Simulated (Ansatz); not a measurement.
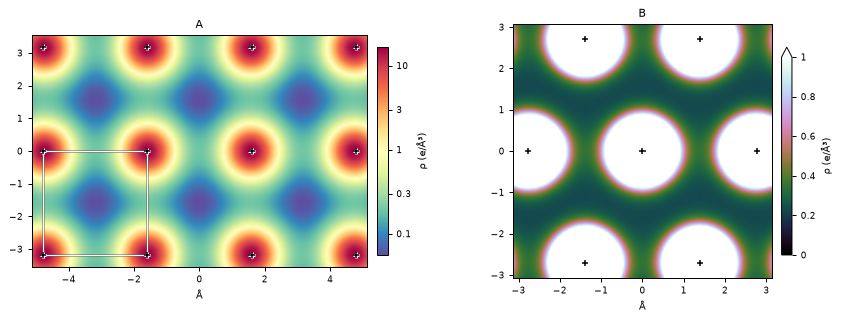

The valence pseudo-density of 2 systems, each on a plane through atoms (crosses mark nuclei in the plane).

All numbers below come from DFT, revPBE, plane waves (420 eV) with PAW, scalar-relativistic (Ansatz).

System 1: Sn, the (001) plane of the conventional cell. Space group Pm-3m; set up as Sn, simple cubic; a generated structure, not necessarily the stable one; changed on purpose from its base cell (volume × 1.08); computed pressure about −2 GPa in this cell.

```
Sn
1.0
     3.18645    0.00000    0.00000
     0.00000    3.18645    0.00000
     0.00000    0.00000    3.18645
Sn
1
Cartesian
  0.0000 0.0000 0.0000
```

System 2: Nb, the (001) plane of the conventional cell. Space group Fddd; set up as Nb, beta-Sn type; a generated structure, not necessarily the stable one; changed on purpose from its base cell (volume × 1.0).

```cif
data_structure
_symmetry_space_group_name_H-M 'P 1'
_symmetry_Int_Tables_number 1
_cell_length_a 2.7742
_cell_length_b 5.4347
_cell_length_c 9.9278
_cell_angle_alpha 90.000
_cell_angle_beta 89.991
_cell_angle_gamma 90.000
_cell_volume 149.68
loop_
_atom_site_label
_atom_site_type_symbol
_atom_site_fract_x
_atom_site_fract_y
_atom_site_fract_z
_atom_site_occupancy
Nb1 Nb 0.75000 0.75000 0.75000 1
Nb2 Nb 0.25000 0.25000 0.75000 1
Nb3 Nb 0.75000 0.25000 0.25000 1
Nb4 Nb 0.25000 0.75000 0.25000 1
Nb5 Nb 0.50000 0.50038 0.50000 1
Nb6 Nb 0.00000 0.00038 0.50000 1
Nb7 Nb 0.50000 0.00038 0.00000 1
Nb8 Nb 0.00000 0.50038 0.00000 1
```

### Which map belongs to which system?

Panel A is system 1, Sn: the plane holds Sn. Sn–Sn (3.19 Å): the density is about 0.19 e/Å³ at the midpoint. Panel B is system 2, Nb: the plane holds Nb. Nb–Nb (2.77 Å): ρ at the midpoint is about 0.34 e/Å³.
